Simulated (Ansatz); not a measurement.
**Geometry relaxation, with input and output: ZnSe (part 3 of 3)**

The same run, continued: ZnSe (slab, 12 atoms in the cell); DFT LDA, scalar-relativistic, plane waves, PAW, no spin polarisation (Ansatz 0.2.0); cutoff 420 eV, 7×5×1 k-mesh, Gaussian smearing of 0.05 eV. The structure derives from a Materials Project entry. It belongs to a series of runs on one base structure; here: (1 1 0) slab, atoms relaxed.

Geometry of the input (Å; fractional positions):
```
3.9368  0.0000  0.0000
0.0000  5.5675  0.0000
0.0000  0.0000  24.8421
Zn 0.5000  0.5000  0.3019
Se 0.0000  0.7500  0.3019
Zn 0.0000  0.0000  0.3811
Se 0.5000  0.2500  0.3811
Zn 0.5000  0.5000  0.4604
Se 0.0000  0.7500  0.4604
Zn 0.0000  0.0000  0.5396
Se 0.5000  0.2500  0.5396
Zn 0.5000  0.5000  0.6189
Se 0.0000  0.7500  0.6189
Zn 0.0000  0.0000  0.6981
Se 0.5000  0.2500  0.6981
```

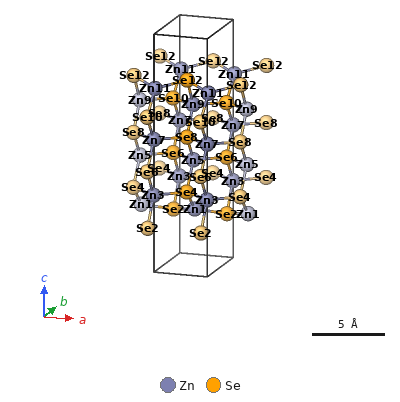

**Figure 1.** The geometry at step 3 of the log (ball-and-stick view of the cell of the calculation, with the vacuum cut short, seen slightly off an axis; neighbours outside the cell are drawn fainter; atoms are numbered from 1 in the order of the input).

## Output, continued
```
  k-point 0: bands = ["-46.8312", "-46.8312", "-46.8257", "-46.8257", "-46.8253", "-46.8253", "-46.8047", "-46.8047", "-46.8002", "-46.8002", "-46.7667", "-46.7665", "-46.7641", "-46.7640", "-46.7622", "-46.7620", "-46.7598", "-46.7597", "-46.7575", "-46.7575", "-46.4254", "-46.4254", "-46.4168", "-46.4168", "-46.3871", "-46.3871", "-46.3622", "-46.3622", "-46.3564", "-46.3564", "-13.1701", "-12.8739", "-12.4270", "-12.1412", "-11.9616", "-11.9500", "-6.5258", "-6.5093", "-6.4905", "-6.4841", "-6.4532", "-6.4188", "-6.4063", "-6.3848", "-6.3471", "-6.3059", "-6.2896", "-6.2763", "-6.2278", "-6.2137", "-6.1891", "-6.1438", "-6.1243", "-6.1178", "-6.1049", "-6.1026", "-6.0951", "-6.0697", "-6.0598", "-6.0566", "-6.0284", "-6.0065", "-5.9926", "-5.9533", "-5.8397", "-5.7998", "-4.5963", "-4.3162", "-3.6903", "-3.4473", "-2.6583", "-2.4811", "-2.3770", "-1.8672", "-1.7985", "-1.4741", "-1.2345", "-0.8490", "-0.7777", "-0.2078", "-0.0700", "0.0964", "0.2060", "0.3663", "2.0549", "2.9282", "3.2063", "3.6162", "3.9022", "4.0439", "4.2514", "5.0077", "5.5161", "5.6293", "5.9786", "6.2582", "6.2697", "6.3447", "6.3535", "6.7326", "6.7367"]
  k-point 1: bands = ["-46.8312", "-46.8312", "-46.8257", "-46.8257", "-46.8253", "-46.8253", "-46.8047", "-46.8047", "-46.8002", "-46.8002", "-46.7666", "-46.7665", "-46.7641", "-46.7640", "-46.7622", "-46.7620", "-46.7598", "-46.7597", "-46.7575", "-46.7575", "-46.4254", "-46.4254", "-46.4168", "-46.4168", "-46.3871", "-46.3871", "-46.3622", "-46.3622", "-46.3564", "-46.3564", "-13.0798", "-12.8068", "-12.4150", "-12.2225", "-12.0179", "-12.0113", "-6.5272", "-6.5092", "-6.4713", "-6.4679", "-6.4288", "-6.4131", "-6.4058", "-6.3797", "-6.3413", "-6.3132", "-6.3102", "-6.2634", "-6.2505", "-6.2240", "-6.2068", "-6.1704", "-6.1229", "-6.1094", "-6.0926", "-6.0897", "-6.0841", "-6.0726", "-6.0590", "-6.0528", "-6.0295", "-6.0005", "-5.9925", "-5.9659", "-5.8844", "-5.8648", "-4.6335", "-4.3994", "-4.0862", "-3.3182", "-2.7562", "-2.2668", "-1.8552", "-1.8547", "-1.6941", "-1.3315", "-0.9621", "-0.8317", "-0.7801", "-0.2597", "-0.1839", "0.0086", "0.0235", "0.0860", "2.7610", "2.9657", "3.3446", "3.4064", "3.8243", "3.8258", "4.2706", "4.8621", "5.3667", "5.5561", "6.1822", "6.2312", "6.4636", "6.5965", "6.6306", "6.7688", "6.9031"]
  k-point 2: bands = ["-46.8312", "-46.8312", "-46.8257", "-46.8257", "-46.8253", "-46.8253", "-46.8047", "-46.8047", "-46.8002", "-46.8002", "-46.7666", "-46.7666", "-46.7641", "-46.7640", "-46.7621", "-46.7621", "-46.7597", "-46.7597", "-46.7575", "-46.7575", "-46.4254", "-46.4254", "-46.4168", "-46.4168", "-46.3871", "-46.3871", "-46.3622", "-46.3622", "-46.3564", "-46.3564", "-12.8349", "-12.6473", "-12.4767", "-12.4456", "-12.1066", "-12.0893", "-6.5218", "-6.5129", "-6.4279", "-6.4273", "-6.3994", "-6.3989", "-6.3849", "-6.3541", "-6.3512", "-6.3363", "-6.3197", "-6.3113", "-6.3020", "-6.2719", "-6.1811", "-6.1787", "-6.1219", "-6.1187", "-6.0761", "-6.0746", "-6.0630", "-6.0628", "-6.0536", "-6.0470", "-6.0128", "-6.0102", "-5.9935", "-5.9930", "-5.9469", "-5.9431", "-4.8428", "-4.6978", "-3.8755", "-3.6083", "-2.7419", "-2.3409", "-1.3410", "-1.2181", "-1.1643", "-0.9469", "-0.8100", "-0.6130", "-0.6119", "-0.5632", "-0.4179", "-0.3885", "-0.3335", "-0.3004", "3.0247", "3.0832", "3.4396", "3.6033", "3.8482", "3.8970", "4.5478", "4.8105", "5.2830", "5.4124", "6.2652", "6.3009", "6.6168", "6.7452", "6.7563", "6.9300", "6.9815"]
  k-point 11: bands = ["-46.8311", "-46.8311", "-46.8256", "-46.8256", "-46.8254", "-46.8254", "-46.8045", "-46.8045", "-46.8003", "-46.8003", "-46.7664", "-46.7663", "-46.7642", "-46.7642", "-46.7620", "-46.7620", "-46.7598", "-46.7598", "-46.7574", "-46.7574", "-46.4251", "-46.4251", "-46.4169", "-46.4169", "-46.3872", "-46.3872", "-46.3622", "-46.3622", "-46.3563", "-46.3563", "-12.4066", "-12.3471", "-12.2113", "-12.1917", "-11.7685", "-11.7649", "-6.4157", "-6.4151", "-6.3717", "-6.3695", "-6.3563", "-6.3506", "-6.3109", "-6.2938", "-6.2846", "-6.2779", "-6.2635", "-6.2554", "-6.1602", "-6.1574", "-6.1381", "-6.1255", "-6.0994", "-6.0953", "-6.0703", "-6.0655", "-6.0508", "-6.0460", "-6.0276", "-6.0035", "-5.9908", "-5.9217", "-5.8536", "-5.8437", "-5.7875", "-5.7648", "-5.0617", "-4.8473", "-4.5996", "-4.4929", "-4.1796", "-4.1574", "-2.6841", "-2.6680", "-2.0733", "-2.0565", "-1.8124", "-1.7774", "-1.1901", "-1.1608", "-0.9410", "-0.8410", "-0.5071", "-0.4969", "3.1652", "3.3930", "4.0379", "4.2265", "4.5589", "4.6004", "5.1092", "5.5418", "5.7951", "5.9530", "6.4296", "6.5701", "6.8129", "7.0213", "7.2237", "7.3968", "7.5609"]
--- Relaxed structure (5 steps of the walk, 5 accepted, 0 SCFs on fresh bases) ---
  F+E_penalty+E_count = -51783.67045316 eV   max|allowed force component| = 1.142e-2 eV/Å
  atoms:
    - { symbol: Zn, position: [0.4999999999999999, 0.5576846689405067, 0.32170294650239883] }
    - { symbol: Se, position: [-5.7636075068934734e-18, 0.7552831221596672, 0.2948639560891444] }
    - { symbol: Zn, position: [5.669249102924814e-20, -0.019145009025379387, 0.3769343808128821] }
    - { symbol: Se, position: [0.4999999999999999, 0.23264066033072262, 0.3827077776868197] }
    - { symbol: Zn, position: [0.4999999999999999, 0.48596026914809703, 0.4621703597432235] }
    - { symbol: Se, position: [8.457165693219877e-19, 0.7375762863278996, 0.4588042145214372] }
    - { symbol: Zn, position: [9.51035913866994e-19, -0.014039576598423845, 0.5378296242331769] }
    - { symbol: Se, position: [0.4999999999999999, 0.23757637097284878, 0.5411958115694913] }
    - { symbol: Zn, position: [0.4999999999999999, 0.48085500211789556, 0.6230656776485862] }
    - { symbol: Se, position: [1.6301034883550201e-18, 0.7326406703638579, 0.6172921382521678] }
    - { symbol: Zn, position: [-2.2925495768557158e-17, 0.057684625820385305, 0.6782970312184589] }
    - { symbol: Se, position: [0.4999999999999999, 0.2552829094419209, 0.7051360817222129] }
```

## Trajectory as extended XYZ (Å, eV, eV/Å), 5 frames, from step=1 to step=5
```
12
Lattice="3.9368 0.0000 0.0000 0.0000 5.5675 0.0000 0.0000 0.0000 24.8421" Properties=species:S:1:pos:R:3:forces:R:3 step=1 energy=-51782.63499
Zn    1.9684    2.7838    7.5000    0.0000   1.0561   1.1050
Se    0.0000    4.1756    7.5000    0.0000  -0.5058  -0.8747
Zn    0.0000    0.0000    9.4684    0.0000  -0.2039   0.0044
Se    1.9684    1.3919    9.4684    0.0000  -0.4041  -0.3732
Zn    1.9684    2.7838   11.4368    0.0000   0.0996   0.0765
Se    0.0000    4.1756   11.4368    0.0000  -0.0419   0.1628
Zn    0.0000    0.0000   13.4053    0.0000   0.0996  -0.0765
Se    1.9684    1.3919   13.4053    0.0000  -0.0419  -0.1628
Zn    1.9684    2.7838   15.3737    0.0000  -0.2039  -0.0044
Se    0.0000    4.1756   15.3737    0.0000  -0.4041   0.3732
Zn    0.0000    0.0000   17.3421    0.0000   1.0561  -1.1050
Se    1.9684    1.3919   17.3421    0.0000  -0.5058   0.8747
12
Lattice="3.9368 0.0000 0.0000 0.0000 5.5675 0.0000 0.0000 0.0000 24.8421" Properties=species:S:1:pos:R:3:forces:R:3 step=2 energy=-51783.27497
Zn    1.9684    2.9078    7.6503    0.0000   0.5424   0.7453
Se    0.0000    4.2092    7.3955    0.0000  -0.2484  -0.3627
Zn    0.0000   -0.0613    9.4471    0.0000  -0.2020  -0.1273
Se    1.9684    1.3289    9.4635    0.0000  -0.0058  -0.2047
Zn    1.9684    2.7681   11.4256    0.0000  -0.0114  -0.0200
Se    0.0000    4.1580   11.4519    0.0000  -0.0740  -0.0359
Zn    0.0000   -0.0157   13.4165    0.0000  -0.0114   0.0200
Se    1.9684    1.3743   13.3902    0.0000  -0.0740   0.0359
Zn    1.9684    2.7224   15.3950    0.0000  -0.2020   0.1273
Se    0.0000    4.1127   15.3786    0.0000  -0.0058   0.2047
Zn    0.0000    0.1240   17.1918    0.0000   0.5424  -0.7453
Se    1.9684    1.4255   17.4466    0.0000  -0.2484   0.3627
12
Lattice="3.9368 0.0000 0.0000 0.0000 5.5675 0.0000 0.0000 0.0000 24.8421" Properties=species:S:1:pos:R:3:forces:R:3 step=3 energy=-51783.58005
Zn    1.9684    3.0169    7.8118    0.0000   0.1941   0.3373
Se    0.0000    4.2146    7.3374    0.0000  -0.0491  -0.0996
Zn    0.0000   -0.1030    9.4096    0.0000  -0.0560  -0.1363
Se    1.9684    1.3063    9.4604    0.0000   0.0022  -0.0126
Zn    1.9684    2.7423   11.4262    0.0000  -0.0857   0.0304
Se    0.0000    4.1337   11.4331    0.0000  -0.0053   0.0039
Zn    0.0000   -0.0415   13.4159    0.0000  -0.0857  -0.0304
Se    1.9684    1.3499   13.4090    0.0000  -0.0053  -0.0038
Zn    1.9684    2.6808   15.4325    0.0000  -0.0560   0.1363
Se    0.0000    4.0900   15.3817    0.0000   0.0022   0.0126
Zn    0.0000    0.2331   17.0303    0.0000   0.1941  -0.3373
Se    1.9684    1.4308   17.5046    0.0000  -0.0491   0.0996
12
Lattice="3.9368 0.0000 0.0000 0.0000 5.5675 0.0000 0.0000 0.0000 24.8421" Properties=species:S:1:pos:R:3:forces:R:3 step=4 energy=-51783.66535
Zn    1.9684    3.1045    7.9909    0.0000   0.0274  -0.0044
Se    0.0000    4.2221    7.3396    0.0000  -0.0721   0.0060
Zn    0.0000   -0.1163    9.3937    0.0000   0.0451  -0.0526
Se    1.9684    1.2903    9.5054    0.0000   0.0076  -0.0370
Zn    1.9684    2.7077   11.4594    0.0000  -0.0378   0.0792
Se    0.0000    4.1024   11.4120    0.0000   0.0301   0.0313
Zn    0.0000   -0.0760   13.3827    0.0000  -0.0378  -0.0792
Se    1.9684    1.3186   13.4301    0.0000   0.0300  -0.0313
Zn    1.9684    2.6674   15.4484    0.0000   0.0451   0.0526
Se    0.0000    4.0741   15.3367    0.0000   0.0076   0.0370
Zn    0.0000    0.3207   16.8512    0.0000   0.0274   0.0044
Se    1.9684    1.4383   17.5024    0.0000  -0.0722  -0.0059
12
Lattice="3.9368 0.0000 0.0000 0.0000 5.5675 0.0000 0.0000 0.0000 24.8421" Properties=species:S:1:pos:R:3:forces:R:3 step=5 energy=-51783.67045
Zn    1.9684    3.1049    7.9918    0.0000  -0.0010   0.0011
Se    0.0000    4.2051    7.3250    0.0000  -0.0047   0.0050
Zn    0.0000   -0.1066    9.3638    0.0000   0.0114  -0.0013
Se    1.9684    1.2952    9.5073    0.0000  -0.0036  -0.0070
Zn    1.9684    2.7056   11.4813    0.0000  -0.0078   0.0098
Se    0.0000    4.1065   11.3977    0.0000   0.0058  -0.0078
Zn    0.0000   -0.0782   13.3608    0.0000  -0.0078  -0.0098
Se    1.9684    1.3227   13.4444    0.0000   0.0058   0.0078
Zn    1.9684    2.6772   15.4783    0.0000   0.0114   0.0013
Se    0.0000    4.0790   15.3348    0.0000  -0.0036   0.0070
Zn    0.0000    0.3212   16.8503    0.0000  -0.0010  -0.0012
Se    1.9684    1.4213   17.5171    0.0000  -0.0047  -0.0050
```

## Key numbers

- outcome: converged
- electrons treated: 168
- free energy: −51783.6705 eV
- work function, top face: 4.95 eV
- work function, bottom face: 4.95 eV
- Fermi energy: 1.211 eV
- gap on the k-point mesh: 1.69 eV
- final volume: 544.50 Å³
- work function (upper face): 4.95 eV
- largest force (length of the vector) at the end: 0.012 eV/Å
- hardware: 4 threads of Arm Neoverse V2, 128 GiB of memory available, shared host
- wall time: 2.5 min (CPU time 9.6 min)
- peak memory: 1.6 GiB

## Remarks

Warnings of the run: the exchange-correlation potential is rough where the density is thin.
